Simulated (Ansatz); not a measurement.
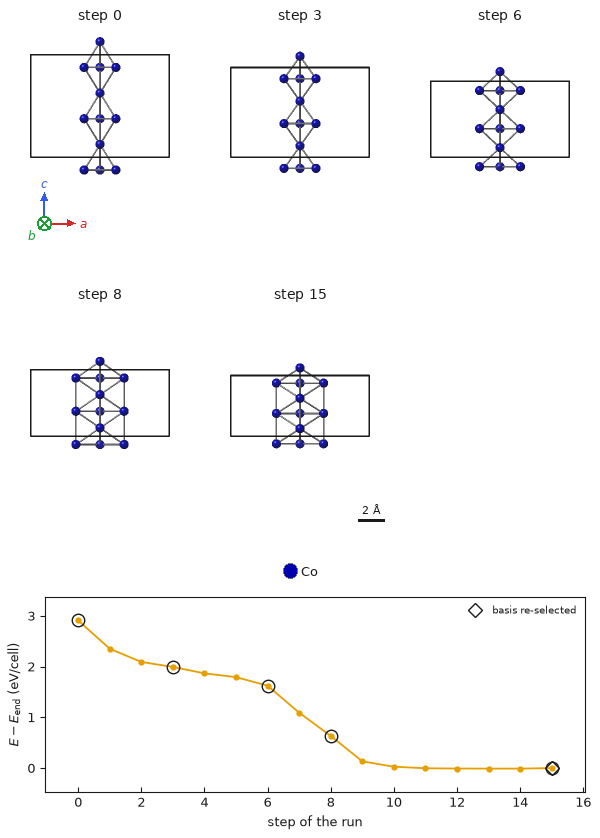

Frames of a relaxation of a wire of composition Co, marked on the history of the run. Style: ball-and-stick. Shown: the 2 repeat of the cell, with the vacuum cut short, along the b axis.

Case: wire along [0 0 1], 4 atoms a period.

The calculation used DFT PBE, scalar-relativistic, plane waves, PAW (Ansatz 0.2.0). (plane-wave cutoff 420 eV; k-point mesh 1 × 1 × 8; occupations gaussian; smearing width 0.05 eV; collinear spin; cell relaxed at fixed a, b, alpha, beta, gamma; force threshold 0.02 eV/Å; at most 45 steps)

Q: What happens along the run?

A: The energy falls by 2.910 eV per cell of the calculation in 14 accepted moves (15 points after the start). The largest force component goes from 1.8 to 0.0052 eV/Å. The SCF was repeated once at an unchanged geometry on a basis and grid sized afresh for the cell, which shifted the energy by 10.8 meV per cell of the calculation at most. A Co atom moves most relative to the layer's centre: 0.93 Å. Along the periodic axis the drawn cell goes c 8.066 → 4.771 Å (−40.9 %). Near-neighbour distances that change, for instance: Co–Co 4.033 → 2.385 Å, Co–Co 2.494 → 3.711 Å, Co–Co 2.494 → 2.289 Å, Co–Co 2.478 → 2.342 Å. New bonds form: Co–Co (4.03 → 2.39 Å). Bonds break: Co–Co (2.49 → 3.71 Å). Among the angles between lasting bonds that change: Co–Co–Co 146.2° → 87.5°, Co–Co–Co 108.9° → 58.5°, Co–Co–Co 60.0° → 108.3°. The run took 3.6 min on 4 threads of Intel(R) Xeon(R) Platinum 8259CL CPU @ 2.50GHz (Skylake/Cascade Lake), with other jobs on the host, peak memory 1 GiB. From step 0 to 3: a Co atom moves most (0.11 Å), energy −0.916 eV per cell of the calculation. From step 3 to 6: Co atoms move most (0.35 Å), energy −0.370 eV per cell of the calculation. From step 6 to 8: Co atoms move most (0.34 Å), energy −0.990 eV per cell of the calculation. From step 8 to 15: a Co atom moves most (0.36 Å), energy −0.634 eV per cell of the calculation.

```json
{"step": "0", "E − E(0), meV/atom": "0.00", "largest force component, eV/Å": "1.8095", "note": ""}
{"step": "1", "E − E(0), meV/atom": "-139.46", "largest force component, eV/Å": "0.8335", "note": ""}
{"step": "2", "E − E(0), meV/atom": "-204.49", "largest force component, eV/Å": "0.4549", "note": ""}
{"step": "3", "E − E(0), meV/atom": "-228.97", "largest force component, eV/Å": "0.8310", "note": ""}
{"step": "4", "E − E(0), meV/atom": "-260.80", "largest force component, eV/Å": "0.5326", "note": ""}
{"step": "5", "E − E(0), meV/atom": "-279.28", "largest force component, eV/Å": "0.2543", "note": ""}
{"step": "6", "E − E(0), meV/atom": "-321.36", "largest force component, eV/Å": "0.4736", "note": ""}
{"step": "7", "E − E(0), meV/atom": "-454.33", "largest force component, eV/Å": "0.7429", "note": ""}
{"step": "8", "E − E(0), meV/atom": "-568.98", "largest force component, eV/Å": "0.8521", "note": ""}
{"step": "9", "E − E(0), meV/atom": "-694.17", "largest force component, eV/Å": "0.5686", "note": ""}
{"step": "10", "E − E(0), meV/atom": "-720.73", "largest force component, eV/Å": "0.4156", "note": ""}
{"step": "11", "E − E(0), meV/atom": "-728.31", "largest force component, eV/Å": "0.3146", "note": ""}
{"step": "12", "E − E(0), meV/atom": "-729.75", "largest force component, eV/Å": "0.1056", "note": ""}
{"step": "13", "E − E(0), meV/atom": "-730.08", "largest force component, eV/Å": "0.0164", "note": ""}
{"step": "14", "E − E(0), meV/atom": "-730.13", "largest force component, eV/Å": "0.0037", "note": ""}
{"step": "15", "E − E(0), meV/atom": "-727.43", "largest force component, eV/Å": "0.0052", "note": "same geometry, new basis"}
```

Limits of the set-up: the k-point mesh is coarse for a cell with partly filled bands.
